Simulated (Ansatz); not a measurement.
Geometry relaxation of SiC (part 2 of 2)

SiC (P6/mmm, 4 atoms in the cell); DFT PBE, scalar-relativistic, plane waves, PAW, no spin polarisation (Ansatz 0.2.0); cutoff 420 eV, 12×12×12 k-mesh, Gaussian smearing of 0.1 eV. The structure was made by a generator, so it may or may not be a known phase.

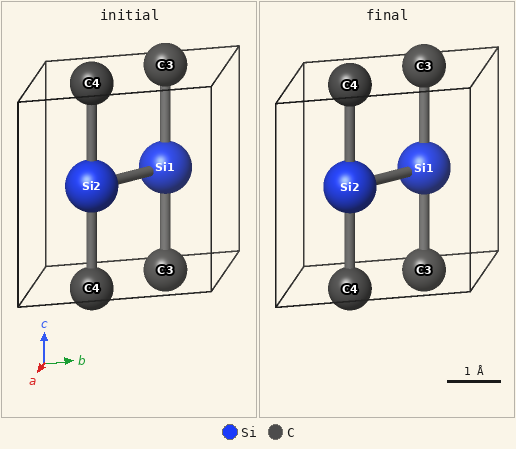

*Before (left) and after (right) the relaxation, at one scale (ball-and-stick view of the cell of the calculation, seen at an oblique angle).*

The atoms keep their places relative to the cell (all moves are under 0.005 Å). The volume changes by +0.5 %, with a = b 3.990 → 4.011 Å (+0.5 %), c 3.993 → 3.969 Å (−0.6 %). Among the contacts that change: Si1–Si2 2.304 → 2.316 Å, Si1–C3 1.997 → 1.985 Å. The space group stays P6/mmm (No. 191). The energy falls by 0.7 meV per atom in 4 geometry steps. All forces vanish by symmetry, so only the cell relaxes. The pressure goes from −0.04 to 0.01 GPa. A last SCF at the same geometry on a re-selected plane-wave basis shifts the energy by −0.1 meV per atom. (Atoms are counted from 1 in the order of the input.)

```
basis re-selected at this cell: Δ(F+E_penalty+E_count) = -3.079e-4 eV, ΔP = +0.008 GPa vs the last step (what re-selecting the basis moved, of the pressure what is left beyond the Pulay correction that the steps carried, after the strain that the cell walked since its last selection, with what the two solves' SCF thresholds leave and, on support functions, any second-order correction that the steps lacked; it is no measure of the basis error at this ecutwfc). This SCF's stress stands 1.56e-2 GPa from its target on what of the cell is left free (relax.cell.stress_tol is 5.00e-2 GPa) and its largest allowed force component is 1.18e-15 eV/Å (relax.f_tol is 1.00e-2 eV/Å): within both
SCF converged after 6 iterations
Free energy (F): -1765.822875 eV
Harris-Foulkes:  -1765.822875 eV  (|F-HF|=6.82e-13)
Internal energy: -1765.808441 eV  (E = F + TS)
E sigma→0 (E₀):  -1765.815658 eV
Entropy (-TS):   -0.014434 eV (-3.609 meV/atom)
Fermi energy:    6.653416 eV
--- Per-component energies (eV) ---
  E_band       = 12.654690
  E_kinetic    = 244.257133
  E_local      = -268.911592  (includes V_loc(G=0)·N_el)
  E_nonlocal   = 107.658520
  E_hartree    = 76.258077
  E_xc         = -203.406834
  E_vxc        = -208.412287  (∫ρ·V_xc dr)
  E_paw        = -1221.004094  (= ΣΔE_a)
  E_vpaw       = -14.453257  (= ΣTr[D̂ρ^β])
  E_aug_tail   = 0.000018  (compensation charges beyond the density's cutoff)
  E_ewald      = -500.659669
  E_smearing   = -0.014434  (= −TS)
  E_closure    = 0.000000  (closes the sum)
  Σ components = -1765.822875   (vs F -1765.822875, Δ=0.00e0)
--- Forces (eV/Å), atoms counted from 1 ---
  atom   1  Si     0.00000000     0.00000000    -0.00000000
  atom   2  Si    -0.00000000    -0.00000000     0.00000000
  atom   3  C      0.00000000     0.00000000    -0.00000000
  atom   4  C      0.00000000    -0.00000000     0.00000000
  max |Σ_I F_I| component: 2.04e-16 eV/Å
--- Stress (GPa, compression-positive) ---
        0.015607       0.000000      -0.000000
        0.000000       0.015607      -0.000000
       -0.000000      -0.000000      -0.007538
  P = ⅓ Tr σ = 0.0079 GPa (0.079 kbar)
--- Band table (eV; the first three rows and the last of 133) ---
  k-point 0: bands = ["-7.7994", "-1.1613", "0.1867", "0.4734", "2.5287", "2.5287", "4.4620", "6.9288", "6.9288", "8.3528", "8.3528", "11.7928"]
  k-point 1: bands = ["-7.7433", "-1.1300", "-0.8933", "1.6264", "2.5825", "2.5825", "4.3370", "6.9800", "6.9800", "8.1227", "8.1227", "12.0059"]
  k-point 2: bands = ["-7.5759", "-2.0179", "-1.0403", "2.7430", "2.7430", "2.9634", "4.0102", "7.1321", "7.1321", "7.5448", "7.5448", "11.6434"]
  k-point 132: bands = ["-4.1508", "-4.1508", "-2.4226", "-2.4226", "2.3343", "2.4288", "7.3608", "7.3608", "7.6052", "7.6052", "11.0415", "12.3102"]
--- Relaxed structure (5 steps of the walk, 5 accepted, 1 SCFs on fresh bases) ---
  F+E_penalty+E_count = -1765.82287495 eV   max|allowed force component| = 1.184e-15 eV/Å   (the final SCF, on the basis selected at the relaxed cell)
  cell:  # Å, volume = 55.3052 Å³
    - [4.011143912572583, 4.7402709784510464e-32, 9.157341662916794e-33]
    - [-2.0055719562862917, 3.4737525265231652, -4.662319126868029e-20]
    - [9.433961014270354e-33, -5.3877433171875574e-20, 3.969162830806201]
  atoms:
    - { symbol: Si, position: [0.33333333333333326, 0.6666666666666665, 0.5] }
    - { symbol: Si, position: [0.6666666666666666, 0.33333333333333326, 0.5] }
    - { symbol: C, position: [0.33333333333333326, 0.6666666666666665, 7.426867348043278e-33] }
    - { symbol: C, position: [0.6666666666666666, 0.33333333333333326, -7.427619664427805e-33] }
```

## Trajectory as extended XYZ (Å, eV, eV/Å), 6 frames, from step=1 to step=6
```
4
Lattice="3.9901 0.0000 0.0000 -1.9950 3.4555 0.0000 0.0000 0.0000 3.9932" Properties=species:S:1:pos:R:3:forces:R:3 step=1 energy=-1765.81989 pressure_GPa=-0.04
Si    0.0000    2.3037    1.9966    0.0000   0.0000   0.0000
Si    1.9950    1.1518    1.9966    0.0000   0.0000   0.0000
C     0.0000    2.3037    0.0000    0.0000   0.0000   0.0000
C     1.9950    1.1518    0.0000    0.0000   0.0000   0.0000
4
Lattice="3.9971 0.0000 0.0000 -1.9985 3.4616 0.0000 0.0000 0.0000 3.9871" Properties=species:S:1:pos:R:3:forces:R:3 step=2 energy=-1765.82118 pressure_GPa=-0.12
Si    0.0000    2.3077    1.9935    0.0000   0.0000   0.0000
Si    1.9985    1.1539    1.9935    0.0000   0.0000   0.0000
C     0.0000    2.3077    0.0000    0.0000   0.0000   0.0000
C     1.9985    1.1539    0.0000    0.0000   0.0000   0.0000
4
Lattice="4.0093 0.0000 0.0000 -2.0046 3.4721 0.0000 0.0000 0.0000 3.9615" Properties=species:S:1:pos:R:3:forces:R:3 step=3 energy=-1765.82245 pressure_GPa=0.43
Si    0.0000    2.3148    1.9808    0.0000   0.0000   0.0000
Si    2.0046    1.1574    1.9808    0.0000   0.0000   0.0000
C     0.0000    2.3148    0.0000    0.0000   0.0000   0.0000
C     2.0046    1.1574    0.0000    0.0000   0.0000   0.0000
4
Lattice="4.0138 0.0000 0.0000 -2.0069 3.4761 0.0000 0.0000 0.0000 3.9701" Properties=species:S:1:pos:R:3:forces:R:3 step=4 energy=-1765.82242 pressure_GPa=-0.17
Si    0.0000    2.3174    1.9851    0.0000   0.0000   0.0000
Si    2.0069    1.1587    1.9851    0.0000   0.0000   0.0000
C     0.0000    2.3174    0.0000    0.0000   0.0000   0.0000
C     2.0069    1.1587    0.0000    0.0000   0.0000   0.0000
4
Lattice="4.0111 0.0000 0.0000 -2.0056 3.4738 0.0000 0.0000 0.0000 3.9692" Properties=species:S:1:pos:R:3:forces:R:3 step=5 energy=-1765.82257 pressure_GPa=0.00
Si    0.0000    2.3158    1.9846    0.0000   0.0000   0.0000
Si    2.0056    1.1579    1.9846    0.0000   0.0000   0.0000
C     0.0000    2.3158    0.0000    0.0000   0.0000   0.0000
C     2.0056    1.1579    0.0000    0.0000   0.0000   0.0000
4
Lattice="4.0111 0.0000 0.0000 -2.0056 3.4738 0.0000 0.0000 0.0000 3.9692" Properties=species:S:1:pos:R:3:forces:R:3 step=6 energy=-1765.82288 pressure_GPa=0.01
Si    0.0000    2.3158    1.9846    0.0000   0.0000   0.0000
Si    2.0056    1.1579    1.9846    0.0000   0.0000   0.0000
C     0.0000    2.3158    0.0000    0.0000   0.0000   0.0000
C     2.0056    1.1579    0.0000    0.0000   0.0000   0.0000
```

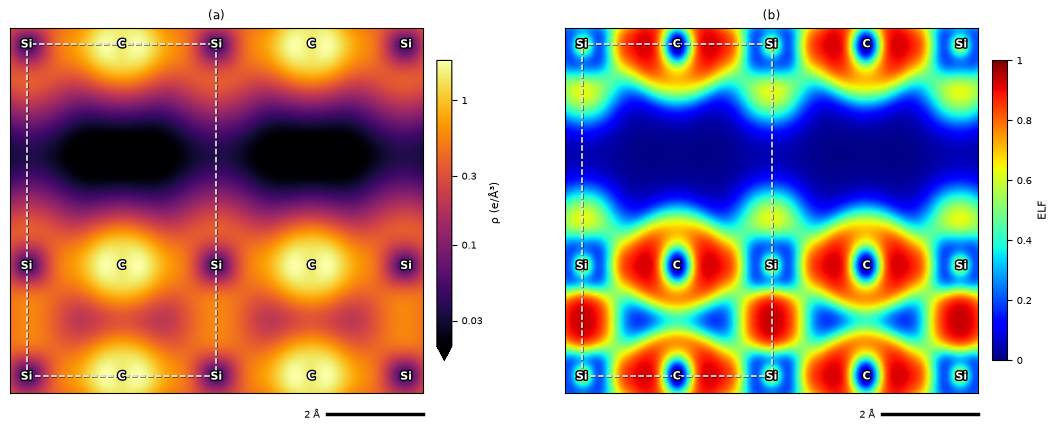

*(a) valence charge density (pseudo); (b) electron localisation function on the (110) plane of the conventional cell.*

Atoms in the plane: Si and C. Away from the nuclei the density in this plane falls to 0.01 e/Å³ at its lowest. The fields are those of the smooth PAW valence density.

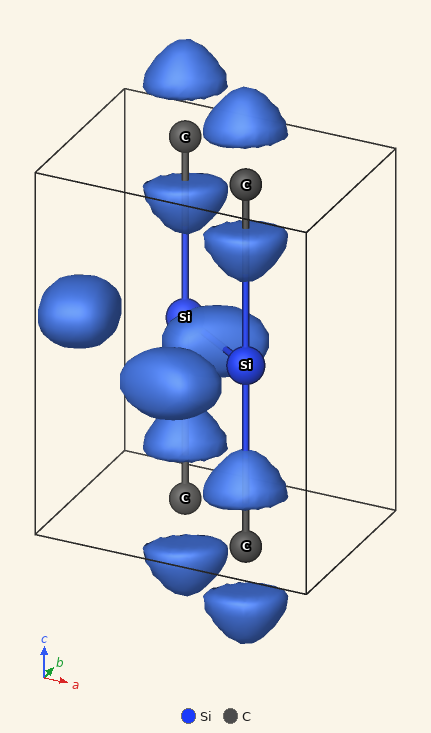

*Isosurface of the ELF at 0.85 (blue), seen slightly off an axis. Only the valence region is drawn (cores and ρ < 0.01 e/Å³ removed). Sticks mark near contacts. The outline is the cell set on symmetry axes.*

Values along the shortest contacts: Si–C (1.98 Å): the ELF peaks at about 0.90 between the atoms, which marks localised, shared-pair bonding. Si–Si (2.32 Å): the ELF peaks at about 0.95 between the atoms, which marks a covalent bond.

The run was set up as follows.

## The input
```yaml
crystal:
  lattice:
    - [3.9900754252, 0.0, 0.0]
    - [-1.9950377126, 3.4555066813, 0.0]
    - [0.0, 0.0, 3.9931593104]
  atoms:
    - { symbol: Si, position: [0.3333333333, 0.6666666667, 0.5] }
    - { symbol: Si, position: [0.6666666667, 0.3333333333, 0.5] }
    - { symbol: C, position: [0.3333333333, 0.6666666667, 0.0] }
    - { symbol: C, position: [0.6666666667, 0.3333333333, 0.0] }
basis:
  ecutwfc: 420
kpoints:
  mp_grid: { grid: [12, 12, 12] }
hamiltonian:
  xc: pbe
scf:
  occupations: { method: gaussian, width: 0.1 }
output:
  forces: true
  stress: true
  eigenvalues: true
  write_density: true
  write_potential: true
  elf: true
  volumetric_format: npy
relax:
  adjacent_minimum: "off"
  f_tol: 0.01
  max_steps: 80
  cell: { stress_tol: 0.05 }
```

Launched with:
```bash
ansatz run input.yaml --threads 1 --pin off --max-ram 2560MiB --backend cpu --events-out ev --progress --plain --runs-dir out
```

## Key numbers

- outcome: converged
- space group (tolerance 0.01 Å): P6/mmm (191)
- electrons treated: 16
- free energy: −1765.8229 eV
- Fermi energy: 6.653 eV
- gap on the k-point mesh: none (metallic)
- pressure: 0.01 GPa
- final volume: 55.31 Å³
- largest force (length of the vector) at the end: under 0.001 eV/Å
- final cell: a = 4.011 Å, b = 4.011 Å, c = 3.969 Å, α = 90.00°, β = 90.00°, γ = 120.00°
- hardware: 1 thread of Intel Xeon (Sapphire Rapids), 16 GiB of memory available, shared host
- wall time: 48 s
- peak memory: 0.42 GiB
